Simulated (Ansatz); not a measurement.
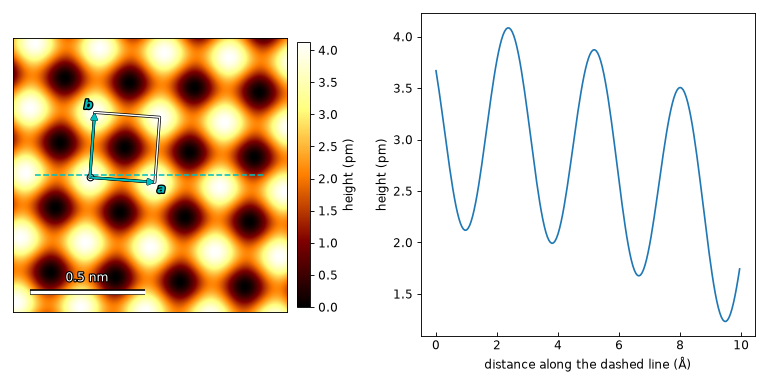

Constant-current image at a set point of 9.8 × 10⁻⁶ e/Å³ of AlCo(100) (Pm-3m bulk, the cell from a database of computed structures, not from a measurement, 7 atomic planes (those closer than 0.6 Å count as one), 9 Å, Al-terminated, slab composition Al4Co3), sample bias +0.25 V. The white outline is the surface cell of the coordinates below, with its origin (dot) on a lattice point and its vectors a and b marked. The right panel is the profile along the dashed line.

Images follow the Tersoff–Hamann model: the current is the local density of the sample's states between the Fermi level and the bias, at the tip's centre. Bias windows are sharp sums over the levels of the k mesh.

Level of theory: DFT PBE, scalar-relativistic, plane waves, PAW in Ansatz. Cutoff 420 eV, 18 × 18 k-points, Gaussian smearing 0.1 eV, dipole correction. The slab is a cut without reconstruction beyond its cell, at the source's lattice constants, with its lower half held fixed and the rest relaxed. Collinear spin, net moment 1.2 μB a cell; the stability of this spin state wasn't checked. The run couldn't confirm all of its levels under its output density. The run warns that the functional's potential is rough in the thin density of the vacuum, where the tip is; weak contrasts and barriers may feel it.

```xyz
7
Lattice="2.8194 0.0000 0.0000 0.0000 2.8194 0.0000 0.0000 0.0000 25.4582" Properties=species:S:1:pos:R:3 pbc="T T T"
Al    0.0000    0.0000    8.5000
Co    1.4097    1.4097    9.9097
Al    0.0000    0.0000   11.3194
Co    1.4097    1.4097   12.7889
Al    0.0000    0.0000   14.2299
Co    1.4097    1.4097   15.7441
Al    0.0000    0.0000   17.0860
```

The last single point, restarted from the relaxation's density, took 120 s on 1 thread of Intel(R) Xeon(R) Platinum 8559C (Emerald Rapids) (shared host), peak memory 0.9 GiB.

> Which atoms or sites appear bright, which dark, and how strong is the contrast?

The brightest spots lie over the top Al atoms; the darkest points are over the Co atoms 1.3 Å below the top plane. The corrugation is 4 pm at a mean tip height of 5.0 Å. So weak a contrast (4 pm) depends on the k-mesh and on the tip.
